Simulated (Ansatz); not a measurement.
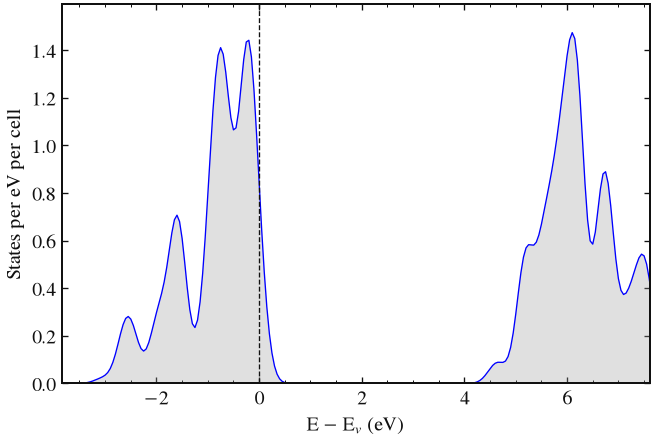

Density of states. Energies are counted from the top of the valence band. The curve is built from the levels of the k mesh with Gaussians 0.4 eV wide, which also blur the band edges.

The Ansatz input:

```
crystal:
  lattice:
    - [0.0158412185, 2.5969210614, 2.5969210614]
    - [2.5969210614, 0.0158412185, 2.5969210614]
    - [2.6127622799, 2.6127622799, 0.0]
  atoms:
    - { symbol: Na, position: [0.0011834527, 0.0011834527, -0.0011834527] }
    - { symbol: H, position: [0.2488165473, 0.2488165473, 0.2511834527] }
kpoints:
  mp_grid: { grid: [6, 6, 6] }
  band_path:
    path:
      - [0.0, 0.0, 0.0]
      - [-0.5, -0.5, 0.0]
      - [-0.375, -0.375, 0.25]
      - [-0.375, 0.0, 0.375]
      - [0.0, 0.0, 0.5]
      - [-0.5, -0.25, 0.25]
      - [0.25, -0.494792, -0.244792]
    npoints: 1
hamiltonian:
  xc: hse06
scf:
  occupations: { method: fixed }
  n_extra_bands: 4
output:
  forces: true
  stress: true
  eigenvalues: true
  write_density: true
  write_potential: true
  elf: true
  volumetric_format: npy
```

Command:
```bash
ansatz run input.yaml --threads 4 --pin off --max-ram 3686MiB --backend cpu --events-out ev --progress --plain --runs-dir out
```

Metal or insulator, going by the density of states?

There is a gap; over the k points computed it is 4.61 eV (indirect; the smallest direct gap is 5.37 eV).

How wide is the upper valence band?

The upper group of valence states starts about 3.0 eV under the valence-band top, with a gap beneath it; it holds about 2 electrons a cell.
